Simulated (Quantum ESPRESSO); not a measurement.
Single-point calculation, with input and output: CdSe

System: CdSe (F-43m, 2 atoms in the cell).
Method: Kohn-Sham DFT of a periodic cell, PBE, SSSP 1.3 efficiency PBE, no spin polarisation (Quantum ESPRESSO 7.5).

The structure derives from a Materials Project entry. The volume is scaled by 1.06.

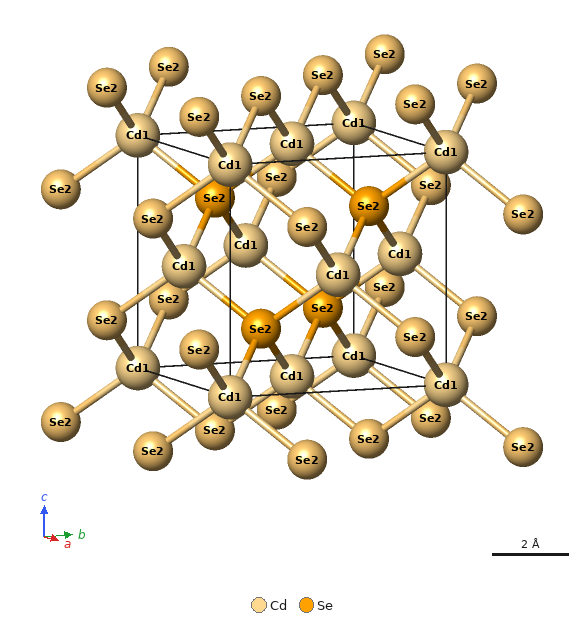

Figure 1. The structure as given in the input (ball-and-stick view of the cell 4 times as large as that of the calculation, set on its symmetry axes, seen slightly off an axis; neighbours outside the cell are drawn fainter; atoms are numbered from 1 in the order of the input).

Input file:
```
&CONTROL
  calculation = 'scf'
  prefix = 'pwscf'
  outdir = './tmp'
  pseudo_dir = './pseudo'
  tprnfor = .true.
  tstress = .true.
  disk_io = 'nowf'
/
&SYSTEM
  ibrav = 0
  nat = 2
  ntyp = 2
  ecutwfc = 60
  ecutrho = 480
  nbnd = 15
  occupations = 'smearing'
  smearing = 'fd'
  degauss = 0.00367493
/
&ELECTRONS
  conv_thr = 4d-10
  electron_maxstep = 120
  mixing_beta = 0.5
/
ATOMIC_SPECIES
Cd   112.4140 Cd.pbe-dn-rrkjus_psl.0.3.1.UPF
Se    78.9710 Se_pbe_v1.uspp.F.UPF
CELL_PARAMETERS angstrom
   0.0000000000    3.1304878824    3.1304878824
   3.1304878824    0.0000000000    3.1304878824
   3.1304878824    3.1304878824    0.0000000000
ATOMIC_POSITIONS crystal
Cd     0.0000000000    0.0000000000    0.0000000000
Se     0.2500000000    0.2500000000    0.2500000000
K_POINTS automatic
8 8 8 0 0 0
```

Hardware: 1 thread of Intel Xeon @ 2.50GHz (Skylake/Cascade Lake), 64 GiB of memory available, shared host.

Launched with:
```bash
OMP_NUM_THREADS=1 pw.x -in pw.in > pw.out
```

Output:
```
This program is part of the open-source Quantum ESPRESSO suite
     for quantum simulation of materials; please cite
         "P. Giannozzi et al., J. Phys.:Condens. Matter 21 395502 (2009);
         "P. Giannozzi et al., J. Phys.:Condens. Matter 29 465901 (2017);
         "P. Giannozzi et al., J. Chem. Phys. 152 154105 (2020);
          URL
     in publications or presentations arising from this work. More details at

     file Cd.pbe-dn-rrkjus_psl.0.3.1.UPF: wavefunction(s)  4D renormalized
     Message from routine setup:
     using ibrav=0 with symmetry is DISCOURAGED, use correct ibrav instead

     Subspace diagonalization in iterative solution of the eigenvalue problem:
     a serial algorithm will be used

     G-vector sticks info
     --------------------
     sticks:   dense  smooth     PW     G-vecs:    dense   smooth      PW
     Sum        2335    1159    349                73601    26133    4279

     Using Slab Decomposition

     bravais-lattice index     =            0
     lattice parameter (alat)  =       8.3662  a.u.
     unit-cell volume          =     414.0594 (a.u.)^3
     number of atoms/cell      =            2
     number of atomic types    =            2
     number of electrons       =        18.00
     number of Kohn-Sham states=           15
     kinetic-energy cutoff     =      60.0000  Ry
     charge density cutoff     =     480.0000  Ry
     scf convergence threshold =      4.0E-10
     mixing beta               =       0.5000
     number of iterations used =            8  plain     mixing
     Exchange-correlation= SLA  PW   PBE  PBE
                           (   1   4   3   4   0   0   0)

     celldm(1)=   8.366155  celldm(2)=   0.000000  celldm(3)=   0.000000
     celldm(4)=   0.000000  celldm(5)=   0.000000  celldm(6)=   0.000000

     crystal axes: (cart. coord. in units of alat)
               a(1) = (   0.000000   0.707107   0.707107 )
               a(2) = (   0.707107   0.000000   0.707107 )
               a(3) = (   0.707107   0.707107   0.000000 )

     reciprocal axes: (cart. coord. in units 2 pi/alat)
               b(1) = ( -0.707107  0.707107  0.707107 )
               b(2) = (  0.707107 -0.707107  0.707107 )
               b(3) = (  0.707107  0.707107 -0.707107 )

     PseudoPot. # 1 for Cd read from file:
     Cd.pbe-dn-rrkjus_psl.0.3.1.UPF
     Pseudo is Ultrasoft + core correction, Zval = 12.0
     Generated using "atomic" code by A. Dal Corso  v.5.0.99 svn rev. 10869
     Using radial grid of 1239 points,  6 beta functions with:
                l(1) =   0
                l(2) =   0
                l(3) =   1
                l(4) =   1
                l(5) =   2
                l(6) =   2
     Q(r) pseudized with 0 coefficients

     PseudoPot. # 2 for Se read from file:
     Se_pbe_v1.uspp.F.UPF
     Pseudo is Ultrasoft + core correction, Zval =  6.0
     Generated by new atomic code, or converted to UPF format
     Using radial grid of  877 points,  6 beta functions with:
                l(1) =   0
                l(2) =   0
                l(3) =   1
                l(4) =   1
                l(5) =   2
                l(6) =   2
     Q(r) pseudized with  8 coefficients,  rinner =    1.300   1.300   1.300
                                                       1.300   1.300

     atomic species   valence    mass     pseudopotential
     Cd               12.00   112.41400     Cd( 1.00)
     Se                6.00    78.97100     Se( 1.00)

     24 Sym. Ops. (no inversion) found

   Cartesian axes

     site n.     atom                  positions (alat units)
         1        Cd     tau(   1) = (   0.0000000   0.0000000   0.0000000  )
         2        Se     tau(   2) = (   0.3535534   0.3535534   0.3535534  )

     number of k points=    29  Fermi-Dirac smearing, width (Ry)=  0.0037
                       cart. coord. in units 2pi/alat
        k(    1) = (   0.0000000   0.0000000   0.0000000), wk =   0.0039062
        k(    2) = (   0.0883883   0.0883883  -0.0883883), wk =   0.0312500
        k(    3) = (   0.1767767   0.1767767  -0.1767767), wk =   0.0312500
        k(    4) = (   0.2651650   0.2651650  -0.2651650), wk =   0.0312500
        k(    5) = (  -0.3535534  -0.3535534   0.3535534), wk =   0.0156250
        k(    6) = (   0.1767767   0.0000000   0.0000000), wk =   0.0234375
        k(    7) = (   0.2651650   0.0883883  -0.0883883), wk =   0.0937500
        k(    8) = (   0.3535534   0.1767767  -0.1767767), wk =   0.0937500
        k(    9) = (  -0.2651650  -0.4419417   0.4419417), wk =   0.0937500
        k(   10) = (  -0.1767767  -0.3535534   0.3535534), wk =   0.0937500
        k(   11) = (  -0.0883883  -0.2651650   0.2651650), wk =   0.0937500
        k(   12) = (   0.0000000  -0.1767767   0.1767767), wk =   0.0468750
        k(   13) = (   0.3535534   0.0000000   0.0000000), wk =   0.0234375
        k(   14) = (   0.4419417   0.0883883  -0.0883883), wk =   0.0937500
        k(   15) = (  -0.1767767  -0.5303301   0.5303301), wk =   0.0937500
        k(   16) = (  -0.0883883  -0.4419417   0.4419417), wk =   0.0937500
        k(   17) = (   0.0000000  -0.3535534   0.3535534), wk =   0.0468750
        k(   18) = (   0.5303301   0.0000000   0.0000000), wk =   0.0234375
        k(   19) = (  -0.0883883  -0.6187184   0.6187184), wk =   0.0937500
        k(   20) = (   0.0000000  -0.5303301   0.5303301), wk =   0.0468750
        k(   21) = (  -0.7071068   0.0000000   0.0000000), wk =   0.0117188
        k(   22) = (   0.3535534   0.1767767   0.0000000), wk =   0.0937500
        k(   23) = (  -0.2651650  -0.4419417   0.6187184), wk =   0.1875000
        k(   24) = (  -0.1767767  -0.3535534   0.5303301), wk =   0.0937500
        k(   25) = (  -0.1767767  -0.5303301   0.7071068), wk =   0.0937500
        k(   26) = (  -0.0883883  -0.4419417   0.6187184), wk =   0.1875000
        k(   27) = (   0.0000000  -0.3535534   0.5303301), wk =   0.0937500
        k(   28) = (  -0.7071068   0.1767767   0.0000000), wk =   0.0468750
        k(   29) = (  -0.7071068   0.3535534   0.0000000), wk =   0.0234375

     Dense  grid:    73601 G-vectors     FFT dimensions: (  60,  60,  60)

     Smooth grid:    26133 G-vectors     FFT dimensions: (  45,  45,  45)

     Initial potential from superposition of free atoms

     starting charge      17.9950, renormalised to      18.0000
     Starting wfcs are   13 randomized atomic wfcs +    2 random wfcs

     Self-consistent Calculation

     iteration #  1     ecut=    60.00 Ry     beta= 0.50
     Davidson diagonalization with overlap
     ethr =  1.00E-02,  avg # of iterations =  5.1

     Threshold (ethr) on eigenvalues was too large:
     Diagonalizing with lowered threshold

     Davidson diagonalization with overlap
     ethr =  3.32E-04,  avg # of iterations =  2.4

     total energy              =    -165.92840412 Ry
     estimated scf accuracy    <       0.06132164 Ry

     iteration #  2     ecut=    60.00 Ry     beta= 0.50
     Davidson diagonalization with overlap
     ethr =  3.41E-04,  avg # of iterations =  2.2

     total energy              =    -165.94042658 Ry
     estimated scf accuracy    <       0.00348713 Ry

     iteration #  3     ecut=    60.00 Ry     beta= 0.50
     Davidson diagonalization with overlap
     ethr =  1.94E-05,  avg # of iterations =  6.9

     total energy              =    -165.94087622 Ry
     estimated scf accuracy    <       0.00063582 Ry

     iteration #  4     ecut=    60.00 Ry     beta= 0.50
     Davidson diagonalization with overlap
     c_bands:  1 eigenvalues not converged
     ethr =  3.53E-06,  avg # of iterations =  4.6

     total energy              =    -165.94095523 Ry
     estimated scf accuracy    <       0.00006803 Ry

     iteration #  5     ecut=    60.00 Ry     beta= 0.50
     Davidson diagonalization with overlap
     ethr =  3.78E-07,  avg # of iterations =  3.3

     total energy              =    -165.94097130 Ry
     estimated scf accuracy    <       0.00000274 Ry

     iteration #  6     ecut=    60.00 Ry     beta= 0.50
     Davidson diagonalization with overlap
     ethr =  1.52E-08,  avg # of iterations =  6.8

     total energy              =    -165.94097722 Ry
     estimated scf accuracy    <       0.00000098 Ry

     iteration #  7     ecut=    60.00 Ry     beta= 0.50
     Davidson diagonalization with overlap
     ethr =  5.45E-09,  avg # of iterations =  2.4

     total energy              =    -165.94097763 Ry
     estimated scf accuracy    <       0.00000007 Ry

     iteration #  8     ecut=    60.00 Ry     beta= 0.50
     Davidson diagonalization with overlap
     ethr =  3.62E-10,  avg # of iterations =  5.9

     total energy              =    -165.94097769 Ry
     estimated scf accuracy    <          2.9E-09 Ry

     iteration #  9     ecut=    60.00 Ry     beta= 0.50
     Davidson diagonalization with overlap
     ethr =  1.60E-11,  avg # of iterations =  6.2

     total energy              =    -165.94097770 Ry
     estimated scf accuracy    <          4.7E-10 Ry

     iteration # 10     ecut=    60.00 Ry     beta= 0.50
     Davidson diagonalization with overlap
     ethr =  2.63E-12,  avg # of iterations =  3.8

     End of self-consistent calculation

          k = 0.0000 0.0000 0.0000 (  3287 PWs)   bands (ev):

    -8.0204  -3.4527  -3.4527  -3.4527  -3.1566  -3.1566   4.1427   4.1427
     4.1427   4.5503  10.0487  10.0487  10.0487  13.5622  15.0747

          k = 0.0884 0.0884-0.0884 (  3248 PWs)   bands (ev):

    -7.9766  -3.4390  -3.4390  -3.4101  -3.1572  -3.1572   2.9838   4.0364
     4.0364   5.5482   9.8139  10.2297  10.2297  14.2928  14.3585

          k = 0.1768 0.1768-0.1768 (  3263 PWs)   bands (ev):

    -7.8696  -3.4090  -3.4090  -3.2717  -3.1546  -3.1546   1.6822   3.7998
     3.7998   6.2507   9.9503  10.5235  10.5235  14.1128  14.1130

          k = 0.2652 0.2652-0.2652 (  3260 PWs)   bands (ev):

    -7.7612  -3.3851  -3.3851  -3.1446  -3.1446  -3.0549   0.6427   3.5851
     3.5851   6.4058  10.5811  10.5811  10.7758  13.7924  14.8981

          k =-0.3536-0.3536 0.3536 (  3274 PWs)   bands (ev):

    -7.7161  -3.3775  -3.3775  -3.1378  -3.1378  -2.9245   0.2146   3.5012
     3.5012   6.3998  10.5488  10.5488  11.2776  13.9276  15.9713

          k = 0.1768 0.0000 0.0000 (  3255 PWs)   bands (ev):

    -7.9620  -3.4256  -3.4256  -3.4137  -3.1652  -3.1499   2.9292   3.8567
     3.8567   5.8792   9.3773  10.4891  10.4891  13.2914  14.7143

          k = 0.2652 0.0884-0.0884 (  3252 PWs)   bands (ev):

    -7.8763  -3.4048  -3.3936  -3.3141  -3.1659  -3.1434   1.9745   3.5817
     3.6099   6.6214   9.1554  10.7441  10.9084  12.8953  15.0019

          k = 0.3536 0.1768-0.1768 (  3262 PWs)   bands (ev):

    -7.7686  -3.3814  -3.3665  -3.1890  -3.1361  -3.0851   0.9534   3.2882
     3.3774   6.9647   9.6546  10.7237  11.0432  13.6042  15.0072

          k =-0.2652-0.4419 0.4419 (  3251 PWs)   bands (ev):

    -7.7026  -3.3686  -3.3576  -3.1582  -3.1359  -2.9148   0.3388   3.0255
     3.3425   7.0005   9.9794  10.9198  11.2470  14.1964  15.3185

          k =-0.1768-0.3536 0.3536 (  3253 PWs)   bands (ev):

    -7.7175  -3.3677  -3.3661  -3.1497  -3.1488  -2.9562   0.4761   2.9475
     3.4909   7.0001  10.1328  10.8012  10.9964  14.5341  14.5918

          k =-0.0884-0.2652 0.2652 (  3249 PWs)   bands (ev):

    -7.8044  -3.3915  -3.3802  -3.1952  -3.1638  -3.1210   1.2634   3.1156
     3.7534   6.8723   9.9066  10.5137  10.6642  13.5680  14.6074

          k = 0.0000-0.1768 0.1768 (  3259 PWs)   bands (ev):

    -7.9117  -3.4236  -3.4085  -3.3432  -3.1647  -3.1484   2.2572   3.5469
     3.9885   6.2715   9.5751  10.3706  10.5928  13.5556  14.2377

          k = 0.3536 0.0000 0.0000 (  3263 PWs)   bands (ev):

    -7.8203  -3.3561  -3.3561  -3.3096  -3.1598  -3.1335   1.7284   3.2606
     3.2606   7.1900   8.3931  11.5785  11.5785  11.9750  15.5752

          k = 0.4419 0.0884-0.0884 (  3255 PWs)   bands (ev):

    -7.7343  -3.3396  -3.3220  -3.2455  -3.1263  -3.0669   1.0855   2.8733
     3.0268   7.5950   8.4082  11.1972  11.9934  13.0272  15.9400

          k =-0.1768-0.5303 0.5303 (  3248 PWs)   bands (ev):

    -7.6691  -3.3390  -3.3096  -3.2035  -3.1293  -2.8950   0.5635   2.4063
     2.9918   7.7080   9.1616  11.1303  11.8881  13.6430  16.2149

          k =-0.0884-0.4419 0.4419 (  3233 PWs)   bands (ev):

    -7.6628  -3.3442  -3.3208  -3.1727  -3.1470  -2.8505   0.4962   2.1510
     3.1705   7.7829   9.6601  11.2065  11.5680  13.4901  14.7247

          k = 0.0000-0.3536 0.3536 (  3250 PWs)   bands (ev):

    -7.7188  -3.3554  -3.3533  -3.1642  -3.1630  -2.9840   0.8440   2.3638
     3.4807   7.6282   9.9863  10.3020  11.1416  13.7023  15.0164

          k = 0.5303 0.0000 0.0000 (  3266 PWs)   bands (ev):

    -7.6784  -3.2809  -3.2801  -3.2801  -3.1172  -2.9993   0.8075   2.7476
     2.7476   7.5990   7.8309  12.1938  12.9482  12.9482  16.0746

          k =-0.0884-0.6187 0.6187 (  3255 PWs)   bands (ev):

    -7.6345  -3.3000  -3.2638  -3.2415  -3.1177  -2.8787   0.5309   2.3801
     2.6750   7.6650   8.1557  12.1798  13.1097  13.5085  16.4194

          k = 0.0000-0.5303 0.5303 (  3238 PWs)   bands (ev):

    -7.6285  -3.3203  -3.2787  -3.2071  -3.1329  -2.8080   0.4985   1.9675
     2.8407   7.8180   9.0980  12.1624  12.4851  12.4942  15.4310

          k =-0.7071 0.0000 0.0000 (  3250 PWs)   bands (ev):

    -7.6199  -3.2893  -3.2465  -3.2465  -3.1104  -2.8727   0.4275   2.5512
     2.5512   7.4233   7.7835  12.8480  13.8332  13.8332  16.3539

          k = 0.3536 0.1768 0.0000 (  3241 PWs)   bands (ev):

    -7.7903  -3.3753  -3.3600  -3.2319  -3.1475  -3.1167   1.3682   2.9382
     3.4815   7.3127   9.0052  10.6489  11.3983  12.9907  15.4218

          k =-0.2652-0.4419 0.6187 (  3246 PWs)   bands (ev):

    -7.7042  -3.3523  -3.3386  -3.1888  -3.1387  -2.9611   0.7185   2.5302
     3.2260   7.6949   9.4813  10.4198  11.7475  13.6112  15.6673

          k =-0.1768-0.3536 0.5303 (  3238 PWs)   bands (ev):

    -7.6685  -3.3477  -3.3291  -3.1702  -3.1430  -2.8567   0.4181   2.4163
     3.0965   7.7488   9.6300  10.7554  11.9143  13.5248  15.5463

          k =-0.1768-0.5303 0.7071 (  3264 PWs)   bands (ev):

    -7.6697  -3.3128  -3.3056  -3.2263  -3.1258  -2.9344   0.7209   2.4685
     2.7837   8.0476   8.3835  11.0373  12.9208  13.1778  16.3500

          k =-0.0884-0.4419 0.6187 (  3248 PWs)   bands (ev):

    -7.6345  -3.3180  -3.2954  -3.1962  -3.1386  -2.8162   0.5244   2.1071
     2.6782   8.2482   9.1469  10.8698  12.4268  13.3131  15.9459

          k = 0.0000-0.3536 0.5303 (  3243 PWs)   bands (ev):

    -7.6489  -3.3294  -3.3097  -3.1806  -3.1485  -2.8344   0.5727   2.0338
     2.8961   8.2637   9.5856  10.3593  12.5025  13.0420  15.0554

          k =-0.7071 0.1768 0.0000 (  3260 PWs)   bands (ev):

    -7.6201  -3.2960  -3.2767  -3.2199  -3.1240  -2.8237   0.4739   2.3761
     2.3993   8.0905   8.2335  12.2164  12.3311  13.9635  16.6312

          k =-0.7071 0.3536 0.0000 (  3248 PWs)   bands (ev):

    -7.6204  -3.3016  -3.2999  -3.1830  -3.1507  -2.7797   0.5269   2.2050
     2.2607   8.7825   9.3547  10.4257  11.7347  14.0776  16.4477

     the Fermi energy is     4.3901 ev

!    total energy              =    -165.94097770 Ry
     estimated scf accuracy    <          3.1E-11 Ry
     smearing contrib. (-TS)   =      -0.00000633 Ry
     internal energy E=F+TS    =    -165.94097136 Ry

     The total energy is F=E-TS. E is the sum of the following terms:
     one-electron contribution =     -54.74015641 Ry
     hartree contribution      =      40.87910114 Ry
     xc contribution           =     -72.56746122 Ry
     ewald contribution        =     -79.51245488 Ry

     convergence has been achieved in  10 iterations

     Forces acting on atoms (cartesian axes, Ry/au):

     atom    1 type  1   force =     0.00000000   -0.00000000   -0.00000000
     atom    2 type  2   force =     0.00000000    0.00000000   -0.00000000

     Total force =     0.000000     Total SCF correction =     0.000000

     Computing stress (Cartesian axis) and pressure

          total   stress  (Ry/bohr**3)                   (kbar)     P=      -13.14
  -0.00008936  -0.00000000  -0.00000000          -13.14       -0.00       -0.00
  -0.00000000  -0.00008936   0.00000000           -0.00      -13.14        0.00
  -0.00000000   0.00000000  -0.00008936           -0.00        0.00      -13.14

=------------------------------------------------------------------------------=
   JOB DONE.
=------------------------------------------------------------------------------=
```

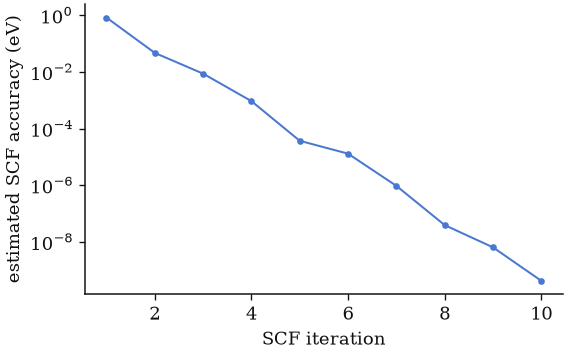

Figure 2. Convergence of the self-consistent field: estimated SCF accuracy against the iteration. The field takes 10 iterations in all.

Results in brief:

```json
{"quantity": "outcome", "value": "converged"}
{"quantity": "space group (tolerance 0.01 Å)", "value": "F-43m (216)"}
{"quantity": "electrons treated", "value": "18"}
{"quantity": "free energy", "value": "−2257.7420 eV"}
{"quantity": "Fermi energy", "value": "4.390 eV"}
{"quantity": "gap on the k-point mesh", "value": "0.41 eV"}
{"quantity": "pressure", "value": "−1.31 GPa"}
{"quantity": "largest force (length of the vector)", "value": "under 0.001 eV/Å"}
{"quantity": "wall time", "value": "66 s"}
{"quantity": "peak memory", "value": "0.33 GiB"}
```
